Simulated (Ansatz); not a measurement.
**Geometry relaxation of C (part 2 of 3)**

C (P6₃mc, 4 atoms in the cell); DFT PBE, scalar-relativistic, plane waves, PAW, PAW set soft_1, no spin polarisation (Ansatz 0.2.0); cutoff 420 eV, 21×21×6 k-mesh, Gaussian smearing of 0.1 eV. The structure derives from an entry of the Crystallography Open Database.

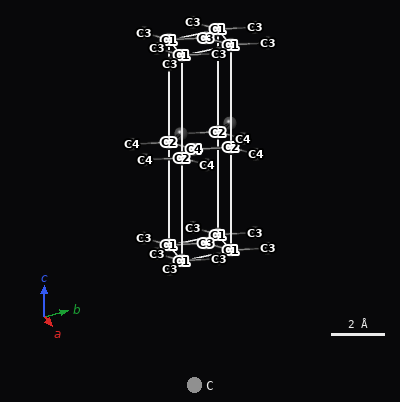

The geometry at step 10 of the log (ball-and-stick view of the cell of the calculation, seen slightly off an axis; neighbours outside the cell are drawn fainter; atoms are numbered from 1 in the order of the input).

### What the program printed, continued
```
relax step  19: F+E_penalty+E_count = -1003.77484501 eV  Δ(F+E_penalty+E_count) = -1.482e-3 eV  max|allowed force component| = 1.843e-5 eV/Å  Δτ_max = 0.0000 Å  P = +0.014 GPa  Ω = 44.408 Å³  stress off target by 6.62e-2 GPa  SCF on the basis re-selected at this cell (its energy is not comparable with the rows above)  (5 SCF iters)
basis re-selected at this cell: Δ(F+E_penalty+E_count) = -1.482e-3 eV, ΔP = +0.014 GPa vs the last step (what re-selecting the basis moved, of the pressure what is left beyond the Pulay correction that the steps carried, after the strain that the cell walked since its last selection, with what the two solves' SCF thresholds leave and, on support functions, any second-order correction that the steps lacked; it is no measure of the basis error at this ecutwfc). This SCF's stress stands 6.62e-2 GPa from its target on what of the cell is left free (relax.cell.stress_tol is 5.00e-2 GPa) and its largest allowed force component is 1.84e-5 eV/Å (relax.f_tol is 5.00e-3 eV/Å): not within both, so this SCF does not close the relaxation
Crystal: 4 atoms, lattice volume = 44.796 Å³
preconditioner: auto → LDOS  [metal: Δε(μ)=0.001 eV  Ē_g=15.295 eV  σ=0.100 eV  W_gap=0.00  n_scr=6 (ndim 8)  ℏωp=22.2 eV  f_vac=0.239  D(μ)=0.15/eV (n_scr^D=2)  β→1.0]
SCF 20 converged in 5 iterations: F = -1003.774194 eV  dr2 = 1.88e-9
  greatest PAW one-centre occupation: 0.673 electrons in one spin orbital (limit 2), on the C atom at site 0 (counted from 0), in its partial waves of l = 0
relax step  20: F+E_penalty+E_count = -1003.77419404 eV  Δ(F+E_penalty+E_count) = +6.510e-4 eV  max|allowed force component| = 5.731e-5 eV/Å  Δτ_max = 0.0000 Å  P = +0.002 GPa  Ω = 44.796 Å³  energy of the carried Pulay correction = -7.435e-4 eV  (5 SCF iters, dr2 threshold 1.09e-8 eV, accepted)
iter 1 solved again at ethr=7.35e-8 eV; its pass at ethr=3.10e-3 eV (dr2=1.18e-5 eV) is discarded
SCF iter   1: F=—  HF=-1003.774976 eV  |F-HF|=—  |Δ(HF+E_count)|=         —  Δρ=4.08e-5  dr2=9.01e-8  ethr=7.35e-8  ⟨swp⟩=3.6  Hψ=20744  notcnv=0
preconditioner: auto → LDOS  [metal: Δε(μ)=0.001 eV  Ē_g=15.310 eV  σ=0.100 eV  W_gap=0.00  n_scr=6 (ndim 8)  ℏωp=22.2 eV  f_vac=0.239  D(μ)=0.15/eV (n_scr^D=2)  β→1.0]
SCF iter   2: F=—  HF=-1003.774999 eV  |F-HF|=—  |Δ(HF+E_count)|=   2.36e-5  Δρ=4.52e-6  dr2=7.31e-9  ethr=5.63e-10  ⟨swp⟩=2.5  Hψ=4106  notcnv=0
SCF iter   3: F=—  HF=-1003.774999 eV  |F-HF|=—  |Δ(HF+E_count)|=   7.35e-9  Δρ=2.00e-6  dr2=1.62e-9  ethr=4.57e-11  ⟨swp⟩=2.0  Hψ=3844  notcnv=0
SCF iter   4: F=—  HF=-1003.774999 eV  |F-HF|=—  |Δ(HF+E_count)|=  8.88e-11  Δρ=8.11e-7  dr2=2.69e-10  ethr=1.01e-11  ⟨swp⟩=2.0  Hψ=3770  notcnv=0
SCF iter   5: F=-1003.774999 eV  HF=-1003.774999 eV  |F-HF|=7.96e-12  |Δ(HF+E_count)|=  7.58e-11  Δρ=1.85e-7  dr2=1.39e-11  ethr=1.00e-12  ⟨swp⟩=3.2  Hψ=10020  notcnv=0
SCF 21 converged in 5 iterations: F = -1003.774999 eV  dr2 = 1.39e-11
relax step  21: F+E_penalty+E_count = -1003.77499911 eV  Δ(F+E_penalty+E_count) = -8.051e-4 eV  max|allowed force component| = 5.679e-5 eV/Å  Δτ_max = 0.0000 Å  P = +0.010 GPa  Ω = 44.796 Å³  stress off target by 4.51e-2 GPa  SCF on the basis re-selected at this cell (its energy is not comparable with the rows above)  (5 SCF iters)
```

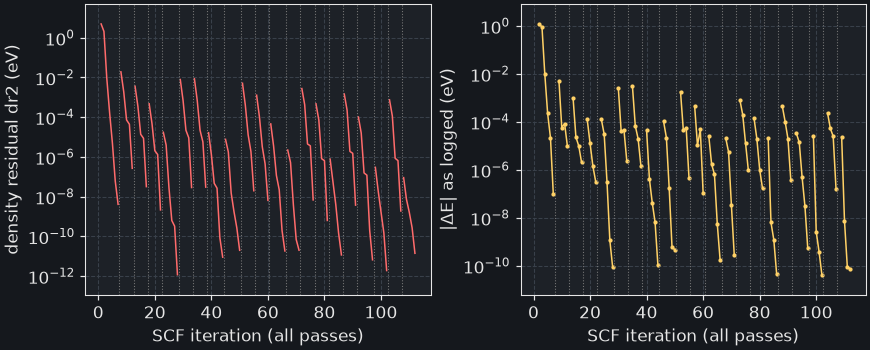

Convergence of the self-consistent field: density residual dr2 and size of the energy change against the SCF iteration. The dotted lines part the SCF passes of the relaxation: geometry steps, rejected trials and re-solves on a re-selected basis. The 21 passes take 5 to 7 iterations each, 112 in all.

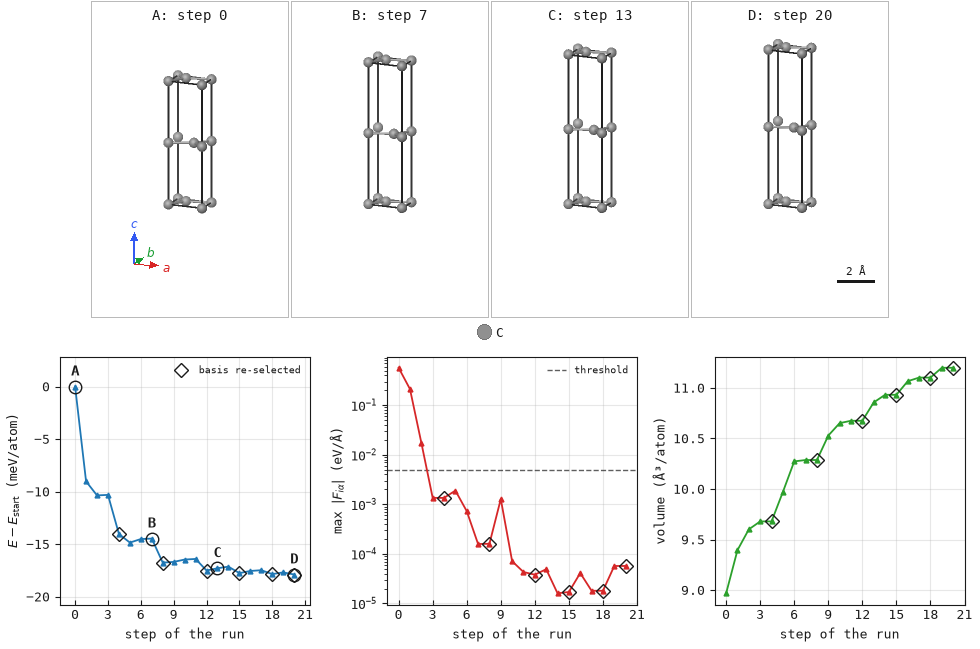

Frames of the relaxation (ball-and-stick view of the cell of the calculation, seen slightly off an axis) above the curves, on which the letters mark them (the first geometry is step 0 here and step 1 in the log).

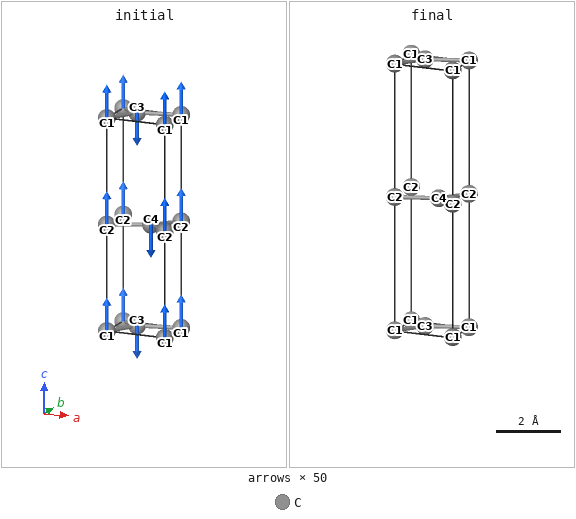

Before (left) and after (right) the relaxation, at one scale (ball-and-stick view of the cell of the calculation, seen slightly off an axis). The blue arrows give the displacements (without the part carried along by the change of the cell), magnified 50 times. Over 14 geometry steps the energy falls by 17.7 meV per atom. The largest force component goes from 0.57 to under 0.0001 eV/Å. The pressure goes from −0.42 to 0.01 GPa. 5 further SCFs at an unchanged geometry re-selected the plane-wave basis for the new cell. The largest moves relative to the cell, 0.021 Å, are those of C1, C2, C3 and C4. The drawn cell changes as follows: a = b 2.470 → 2.466 Å (−0.1 %), c 6.790 → 8.503 Å (+25.2 %); the volume changes by +24.9 %. The space group (tolerance 0.01 Å) goes from P6_3mc (No. 186) to P6_3/mmc (No. 194). The energy change given includes the shifts at the re-selections in mid-walk, which come without any move. A last SCF at the same geometry on a re-selected plane-wave basis shifts the energy by −0.2 meV per atom. (Atoms are counted from 1 in the order of the input.)

```
basis re-selected at this cell: Δ(F+E_penalty+E_count) = -8.051e-4 eV, ΔP = +0.007 GPa vs the last step (what re-selecting the basis moved, of the pressure what is left beyond the Pulay correction that the steps carried, after the strain that the cell walked since its last selection, with what the two solves' SCF thresholds leave and, on support functions, any second-order correction that the steps lacked; it is no measure of the basis error at this ecutwfc). This SCF's stress stands 4.51e-2 GPa from its target on what of the cell is left free (relax.cell.stress_tol is 5.00e-2 GPa) and its largest allowed force component is 5.68e-5 eV/Å (relax.f_tol is 5.00e-3 eV/Å): within both
SCF converged after 5 iterations
Free energy (F): -1003.774999 eV
Harris-Foulkes:  -1003.774999 eV  (|F-HF|=7.96e-12)
Internal energy: -1003.774236 eV  (E = F + TS)
E sigma→0 (E₀):  -1003.774618 eV
Entropy (-TS):   -0.000763 eV (-0.191 meV/atom)
Fermi energy:    4.642853 eV
--- Per-component energies (eV) ---
  E_band       = -72.049754
  E_kinetic    = 353.707550
  E_local      = -876.159362  (includes V_loc(G=0)·N_el)
  E_nonlocal   = 93.707202
  E_hartree    = 309.570005
  E_xc         = -187.696461
  E_vxc        = -231.104342  (∫ρ·V_xc dr)
  E_paw        = -400.373235  (= ΣΔE_a)
  E_vpaw       = -31.340821  (= ΣTr[D̂ρ^β])
  E_aug_tail   = 0.000066  (compensation charges beyond the density's cutoff)
  E_ewald      = -296.530001
  E_smearing   = -0.000763  (= −TS)
  E_closure    = 0.000000  (closes the sum)
  Σ components = -1003.774999   (vs F -1003.774999, Δ=0.00e0)
--- Forces (eV/Å), atoms counted from 1 ---
  atom   1  C      0.00000000    -0.00000000     0.00006208
  atom   2  C      0.00000000     0.00000000     0.00006208
  atom   3  C     -0.00000000     0.00000000    -0.00005151
  atom   4  C      0.00000000    -0.00000000    -0.00005151
  max |Σ_I F_I| component: 2.12e-5 eV/Å
--- Stress (GPa, compression-positive) ---
       -0.008075       0.000000      -0.000000
        0.000000      -0.008075       0.000000
       -0.000000       0.000000       0.045073
  P = ⅓ Tr σ = 0.0096 GPa (0.096 kbar)
--- Band table (eV; the first three rows and the last of 192) ---
  k-point 0: bands = ["-14.8944", "-14.8576", "-3.2139", "-2.7227", "1.6009", "1.6009", "1.6017", "1.6017", "7.7361", "11.0622", "12.9670", "12.9670"]
  k-point 1: bands = ["-14.8920", "-14.8601", "-3.1834", "-2.7584", "1.6010", "1.6010", "1.6017", "1.6017", "7.8885", "10.6643", "12.9674", "12.9674"]
  k-point 2: bands = ["-14.8853", "-14.8669", "-3.0986", "-2.8537", "1.6011", "1.6011", "1.6015", "1.6015", "8.3288", "9.8446", "12.9684", "12.9684"]
  k-point 191: bands = ["-7.9603", "-7.9603", "-7.9601", "-7.9601", "-5.9200", "-5.9200", "4.6421", "4.6421", "4.6435", "4.6435", "15.0553", "15.0553"]
--- Relaxed structure (15 steps of the walk, 15 accepted, 6 SCFs on fresh bases) ---
  F+E_penalty+E_count = -1003.77499911 eV   max|allowed force component| = 5.679e-5 eV/Å   (the final SCF, on the basis selected at the relaxed cell)
  cell:  # Å, volume = 44.7963 Å³
    - [2.4664944604323042, -9.615709608237197e-35, 1.0384966376896172e-32]
    - [-1.2332472302161521, 2.1360468610279675, -3.0273465014497306e-33]
    - [2.854816018639988e-32, 6.87270523005923e-33, 8.502590667336465]
  atoms:
    - { symbol: C, position: [3.2941538426706026e-32, -4.057593598819588e-32, 0.0024998103479897896] }
    - { symbol: C, position: [-3.675088062298441e-32, 3.337310711455165e-32, 0.5024998103479897] }
    - { symbol: C, position: [0.3333333333333333, 0.6666666666666667, 0.002500189652010209] }
    - { symbol: C, position: [0.6666666666666666, 0.3333333333333333, 0.5025001896520102] }
```

### Trajectory as extended XYZ (Å, eV, eV/Å), 21 frames, from step=1 to step=21
```
4
Lattice="2.4700 0.0000 0.0000 -1.2350 2.1391 0.0000 0.0000 0.0000 6.7900" Properties=species:S:1:pos:R:3:forces:R:3 step=1 energy=-1003.70345 pressure_GPa=-0.42
C     0.0000    0.0000    0.0000    0.0000   0.0000   0.5697
C     0.0000    0.0000    3.3950    0.0000   0.0000   0.5697
C     0.0000    1.4261    0.0340    0.0000   0.0000  -0.5696
C     1.2350    0.7130    3.4289    0.0000   0.0000  -0.5696
4
Lattice="2.4686 0.0000 0.0000 -1.2343 2.1379 0.0000 0.0000 0.0000 7.1210" Properties=species:S:1:pos:R:3:forces:R:3 step=2 energy=-1003.73954 pressure_GPa=-0.49
C     0.0000    0.0000    0.0241    0.0000   0.0000  -0.2116
C     0.0000    0.0000    3.5846    0.0000   0.0000  -0.2116
C     0.0000    1.4253    0.0115    0.0000   0.0000   0.2116
C     1.2343    0.7126    3.5720    0.0000   0.0000   0.2116
4
Lattice="2.4669 0.0000 0.0000 -1.2335 2.1364 0.0000 0.0000 0.0000 7.2870" Properties=species:S:1:pos:R:3:forces:R:3 step=3 energy=-1003.74488 pressure_GPa=-0.23
C     0.0000    0.0000    0.0187    0.0000   0.0000  -0.0175
C     0.0000    0.0000    3.6622    0.0000   0.0000  -0.0175
C     0.0000    1.4243    0.0177    0.0000   0.0000   0.0175
C     1.2335    0.7121    3.6612    0.0000   0.0000   0.0175
4
Lattice="2.4659 0.0000 0.0000 -1.2330 2.1355 0.0000 0.0000 0.0000 7.3525" Properties=species:S:1:pos:R:3:forces:R:3 step=4 energy=-1003.74469 pressure_GPa=-0.03
C     0.0000    0.0000    0.0183    0.0000   0.0000   0.0013
C     0.0000    0.0000    3.6946    0.0000   0.0000   0.0013
C     0.0000    1.4237    0.0184    0.0000   0.0000  -0.0013
C     1.2330    0.7118    3.6947    0.0000   0.0000  -0.0013
4
Lattice="2.4659 0.0000 0.0000 -1.2330 2.1355 0.0000 0.0000 0.0000 7.3525" Properties=species:S:1:pos:R:3:forces:R:3 step=5 energy=-1003.75957 pressure_GPa=0.46
C     0.0000    0.0000    0.0183    0.0000   0.0000   0.0014
C     0.0000    0.0000    3.6946    0.0000   0.0000   0.0014
C     0.0000    1.4237    0.0184    0.0000   0.0000  -0.0013
C     1.2330    0.7118    3.6947    0.0000   0.0000  -0.0013
4
Lattice="2.4658 0.0000 0.0000 -1.2329 2.1355 0.0000 0.0000 0.0000 7.5743" Properties=species:S:1:pos:R:3:forces:R:3 step=6 energy=-1003.76284 pressure_GPa=0.34
C     0.0000    0.0000    0.0190    0.0000   0.0000  -0.0019
C     0.0000    0.0000    3.8061    0.0000   0.0000  -0.0019
C     0.0000    1.4236    0.0189    0.0000   0.0000   0.0019
C     1.2329    0.7118    3.8060    0.0000   0.0000   0.0019
4
Lattice="2.4665 0.0000 0.0000 -1.2332 2.1360 0.0000 0.0000 0.0000 7.7998" Properties=species:S:1:pos:R:3:forces:R:3 step=7 energy=-1003.76150 pressure_GPa=0.01
C     0.0000    0.0000    0.0195    0.0000   0.0000   0.0007
C     0.0000    0.0000    3.9194    0.0000   0.0000   0.0007
C     0.0000    1.4240    0.0195    0.0000   0.0000  -0.0007
C     1.2332    0.7120    3.9194    0.0000   0.0000  -0.0007
4
Lattice="2.4665 0.0000 0.0000 -1.2332 2.1361 0.0000 0.0000 0.0000 7.8100" Properties=species:S:1:pos:R:3:forces:R:3 step=8 energy=-1003.76133 pressure_GPa=0.00
C     0.0000    0.0000    0.0195    0.0000   0.0000  -0.0001
C     0.0000    0.0000    3.9245    0.0000   0.0000  -0.0001
C     0.0000    1.4240    0.0195    0.0000   0.0000   0.0002
C     1.2332    0.7120    3.9245    0.0000   0.0000   0.0002
4
Lattice="2.4665 0.0000 0.0000 -1.2332 2.1361 0.0000 0.0000 0.0000 7.8100" Properties=species:S:1:pos:R:3:forces:R:3 step=9 energy=-1003.77048 pressure_GPa=0.10
C     0.0000    0.0000    0.0195    0.0000   0.0000  -0.0002
C     0.0000    0.0000    3.9245    0.0000   0.0000  -0.0002
C     0.0000    1.4240    0.0195    0.0000   0.0000   0.0002
C     1.2332    0.7120    3.9245    0.0000   0.0000   0.0002
4
Lattice="2.4665 0.0000 0.0000 -1.2333 2.1361 0.0000 0.0000 0.0000 7.9931" Properties=species:S:1:pos:R:3:forces:R:3 step=10 energy=-1003.77020 pressure_GPa=0.03
C     0.0000    0.0000    0.0199    0.0000   0.0000   0.0013
C     0.0000    0.0000    4.0165    0.0000   0.0000   0.0013
C     0.0000    1.4241    0.0200    0.0000   0.0000  -0.0013
C     1.2333    0.7120    4.0166    0.0000   0.0000  -0.0013
4
Lattice="2.4665 0.0000 0.0000 -1.2332 2.1360 0.0000 0.0000 0.0000 8.0869" Properties=species:S:1:pos:R:3:forces:R:3 step=11 energy=-1003.76930 pressure_GPa=0.01
C     0.0000    0.0000    0.0202    0.0000   0.0000   0.0001
C     0.0000    0.0000    4.0637    0.0000   0.0000   0.0001
C     0.0000    1.4240    0.0202    0.0000   0.0000  -0.0001
C     1.2332    0.7120    4.0637    0.0000   0.0000  -0.0001
4
Lattice="2.4665 0.0000 0.0000 -1.2332 2.1361 0.0000 0.0000 0.0000 8.1046" Properties=species:S:1:pos:R:3:forces:R:3 step=12 energy=-1003.76907 pressure_GPa=0.00
C     0.0000    0.0000    0.0203    0.0000   0.0000   0.0001
C     0.0000    0.0000    4.0726    0.0000   0.0000   0.0001
C     0.0000    1.4240    0.0203    0.0000   0.0000   0.0000
C     1.2332    0.7120    4.0726    0.0000   0.0000   0.0000
4
Lattice="2.4665 0.0000 0.0000 -1.2332 2.1361 0.0000 0.0000 0.0000 8.1046" Properties=species:S:1:pos:R:3:forces:R:3 step=13 energy=-1003.77348 pressure_GPa=0.05
C     0.0000    0.0000    0.0203    0.0000   0.0000   0.0000
C     0.0000    0.0000    4.0726    0.0000   0.0000   0.0000
C     0.0000    1.4240    0.0203    0.0000   0.0000   0.0000
C     1.2332    0.7120    4.0726    0.0000   0.0000   0.0000
4
Lattice="2.4665 0.0000 0.0000 -1.2332 2.1360 0.0000 0.0000 0.0000 8.2422" Properties=species:S:1:pos:R:3:forces:R:3 step=14 energy=-1003.77262 pressure_GPa=0.02
C     0.0000    0.0000    0.0206    0.0000   0.0000   0.0001
C     0.0000    0.0000    4.1417    0.0000   0.0000   0.0001
C     0.0000    1.4240    0.0206    0.0000   0.0000   0.0000
C     1.2332    0.7120    4.1417    0.0000   0.0000   0.0000
4
Lattice="2.4665 0.0000 0.0000 -1.2332 2.1361 0.0000 0.0000 0.0000 8.2996" Properties=species:S:1:pos:R:3:forces:R:3 step=15 energy=-1003.77200 pressure_GPa=-0.00
C     0.0000    0.0000    0.0208    0.0000   0.0000   0.0000
C     0.0000    0.0000    4.1706    0.0000   0.0000   0.0000
C     0.0000    1.4240    0.0207    0.0000   0.0000   0.0000
C     1.2332    0.7120    4.1706    0.0000   0.0000   0.0000
4
Lattice="2.4665 0.0000 0.0000 -1.2332 2.1361 0.0000 0.0000 0.0000 8.2996" Properties=species:S:1:pos:R:3:forces:R:3 step=16 energy=-1003.77448 pressure_GPa=0.03
C     0.0000    0.0000    0.0208    0.0000   0.0000   0.0000
C     0.0000    0.0000    4.1706    0.0000   0.0000   0.0000
C     0.0000    1.4240    0.0207    0.0000   0.0000   0.0000
C     1.2332    0.7120    4.1706    0.0000   0.0000   0.0000
4
Lattice="2.4665 0.0000 0.0000 -1.2332 2.1360 0.0000 0.0000 0.0000 8.4017" Properties=species:S:1:pos:R:3:forces:R:3 step=17 energy=-1003.77365 pressure_GPa=0.01
C     0.0000    0.0000    0.0210    0.0000   0.0000   0.0001
C     0.0000    0.0000    4.2219    0.0000   0.0000   0.0001
C     0.0000    1.4240    0.0210    0.0000   0.0000   0.0000
C     1.2332    0.7120    4.2219    0.0000   0.0000   0.0000
4
Lattice="2.4665 0.0000 0.0000 -1.2332 2.1360 0.0000 0.0000 0.0000 8.4289" Properties=species:S:1:pos:R:3:forces:R:3 step=18 energy=-1003.77336 pressure_GPa=-0.00
C     0.0000    0.0000    0.0211    0.0000   0.0000   0.0000
C     0.0000    0.0000    4.2355    0.0000   0.0000   0.0000
C     0.0000    1.4240    0.0211    0.0000   0.0000   0.0000
C     1.2332    0.7120    4.2355    0.0000   0.0000   0.0000
4
Lattice="2.4665 0.0000 0.0000 -1.2332 2.1360 0.0000 0.0000 0.0000 8.4289" Properties=species:S:1:pos:R:3:forces:R:3 step=19 energy=-1003.77485 pressure_GPa=0.01
C     0.0000    0.0000    0.0211    0.0000   0.0000   0.0000
C     0.0000    0.0000    4.2355    0.0000   0.0000   0.0000
C     0.0000    1.4240    0.0211    0.0000   0.0000   0.0000
C     1.2332    0.7120    4.2355    0.0000   0.0000   0.0000
4
Lattice="2.4665 0.0000 0.0000 -1.2332 2.1360 0.0000 0.0000 0.0000 8.5026" Properties=species:S:1:pos:R:3:forces:R:3 step=20 energy=-1003.77419 pressure_GPa=0.00
C     0.0000    0.0000    0.0213    0.0000   0.0000   0.0001
C     0.0000    0.0000    4.2725    0.0000   0.0000   0.0001
C     0.0000    1.4240    0.0213    0.0000   0.0000   0.0000
C     1.2332    0.7120    4.2726    0.0000   0.0000   0.0000
4
Lattice="2.4665 0.0000 0.0000 -1.2332 2.1360 0.0000 0.0000 0.0000 8.5026" Properties=species:S:1:pos:R:3:forces:R:3 step=21 energy=-1003.77500 pressure_GPa=0.01
C     0.0000    0.0000    0.0213    0.0000   0.0000   0.0001
C     0.0000    0.0000    4.2725    0.0000   0.0000   0.0001
C     0.0000    1.4240    0.0213    0.0000   0.0000  -0.0001
C     1.2332    0.7120    4.2726    0.0000   0.0000  -0.0001
```

This output came from the following input.

### The input
```yaml
crystal:
  lattice:
    - [2.4699988104, 0.0, 0.0]
    - [-1.2349994052, 2.1390817171, 0.0]
    - [0.0, 0.0, 6.79]
  atoms:
    - { symbol: C, position: [0.0, 0.0, 0.0] }
    - { symbol: C, position: [0.0, 0.0, 0.5] }
    - { symbol: C, position: [0.3333333333, 0.6666666667, 0.005] }
    - { symbol: C, position: [0.6666666667, 0.3333333333, 0.505] }
basis:
  ecutwfc: 420
kpoints:
  mp_grid: { grid: [21, 21, 6] }
hamiltonian:
  xc: pbe
  pseudopotentials: { kind: paw, azcp: { folder: soft_1 } }
scf:
  occupations: { method: gaussian, width: 0.1 }
output:
  forces: true
  stress: true
  eigenvalues: true
relax:
  adjacent_minimum: "off"
  f_tol: 0.005
  max_steps: 80
  cell: { stress_tol: 0.05 }
```

Launched with:
```bash
ansatz run input.yaml --threads 2 --pin off --max-ram 6144MiB --backend cpu --events-out ev --progress --plain --runs-dir out
```
